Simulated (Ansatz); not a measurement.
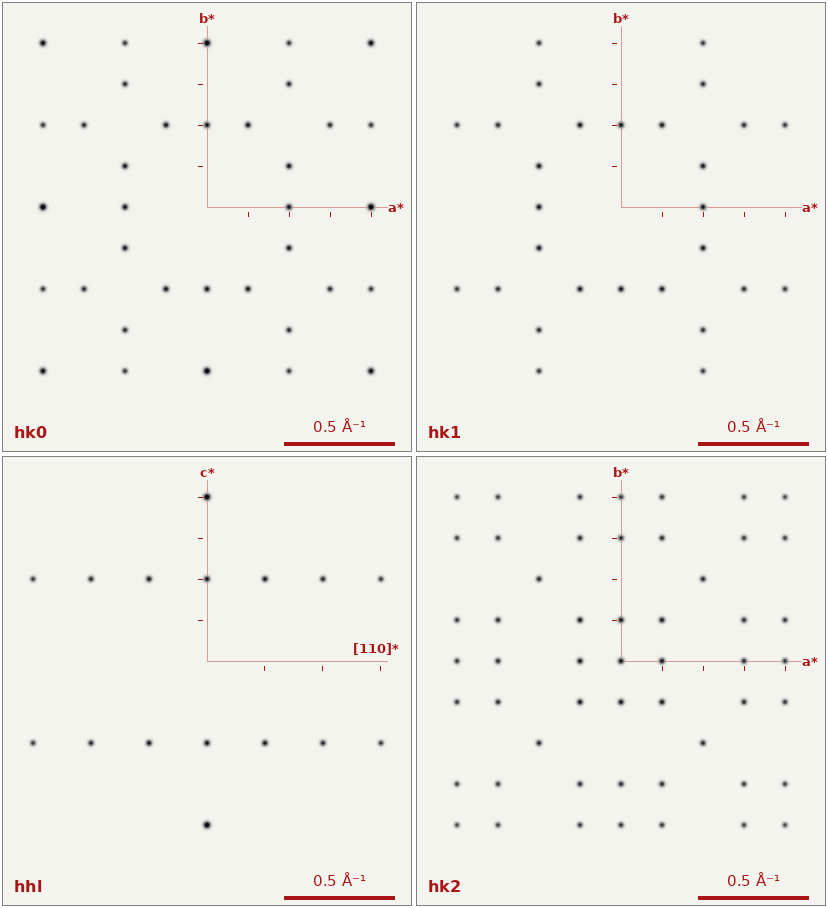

Four undistorted layers of reciprocal space, calculated for a single crystal (X-rays, kinematic |F|², B = 0.5 Å²). Tick marks count the reciprocal lattice steps of the conventional cell along each axis.

The compound is Au. Structure: the input geometry of an electronic-structure calculation (not necessarily at equilibrium); the starting structure was generated, so it need not be a known form of this composition.

### What cell do the layers give?

a* = 0.187, b* = 0.187, c* = 0.187 Å⁻¹; the cell is cubic with a = 5.35 Å.

### List the systematic absences.

Reflections are present only under these conditions. hkl: no condition; hk0: no condition; hhl: l = 2n; h00: h = 2n. The lattice is primitive (P). Further gaps, such as 0 4 1, 4 0 1, 1 4 0, come from atoms on special positions, not from the group's general conditions. A few very weak reflections are below the display threshold.

### Which space groups fit?

The intensities have Laue symmetry m-3m (the hk0 layer shows 4mm, hk1 shows 4mm). With these conditions the candidates are P-43n (No. 218), Pm-3n (No. 223). Diffraction geometry alone does not choose among them; the structure has Pm-3n.
